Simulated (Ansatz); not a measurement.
Input file:

```
crystal:
  lattice:
    - [-2.1482423919, 2.1482423919, 3.0118143214]
    - [2.1482423919, -2.1482423919, 3.0118143214]
    - [2.1482423919, 2.1482423919, -3.0118143214]
  atoms:
    - { symbol: Ag, position: [0.0, 0.0, 0.0] }
    - { symbol: Cl, position: [0.25, 0.75, 0.5] }
basis:
  ecutwfc: 420
kpoints:
  mp_grid: { grid: [10, 10, 10] }
hamiltonian:
  xc: pbe
scf:
  occupations: { method: gaussian, width: 0.02 }
output:
  forces: true
  stress: true
  eigenvalues: true
  write_density: true
  write_potential: true
  elf: true
  volumetric_format: npy
relax:
  adjacent_minimum: "off"
  f_tol: 0.01
  max_steps: 80
  cell: { stress_tol: 0.05 }
```

Run with:

```sh
ansatz run input.yaml --threads 1 --pin off --max-ram 2560MiB --backend cpu --events-out ev --progress --plain --runs-dir out
```

Below, planes, directions and counts refer to the conventional cell (a = 4.30 Å, b = 4.30 Å, c = 6.02 Å, α = 90.00°, β = 90.00°, γ = 90.00°).

The fields are those of the relaxed geometry.

Space group I-4m2; a structure generated by program, which may or may not match a known phase.

Level of theory: DFT PBE, scalar-relativistic, plane waves, PAW in Ansatz 0.2.0.

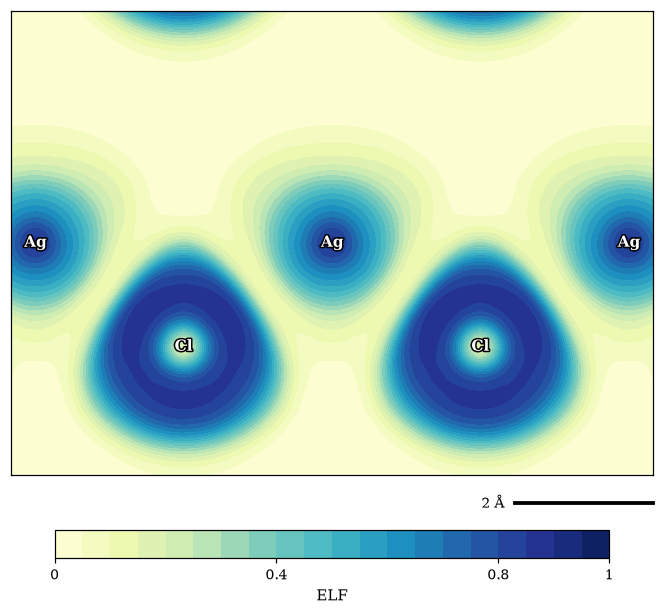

AgCl. Electron localisation function on the (100) plane of the conventional cell.

Core electrons are frozen (PAW), and the valence fields are smoothed inside the atomic spheres.

> What do the fields say about this system?

The plane passes through Ag and Cl nuclei.
Ag–Cl (2.62 Å): the ELF peaks at about 0.85 in the valence shell of Cl, 0.7 Å from its nucleus, and drops to about 0.10 between the two atoms: no shared electron pair shows on this line.
The features right at Ag lie inside the PAW spheres, where the map follows smoothed inner orbitals and isn't to be read closely.

> Does the calculation make it a metal, or give it a gap?

It is gapped, with a Kohn–Sham gap of 1.3 eV on the k-point mesh, an upper bound to the gap of this method.
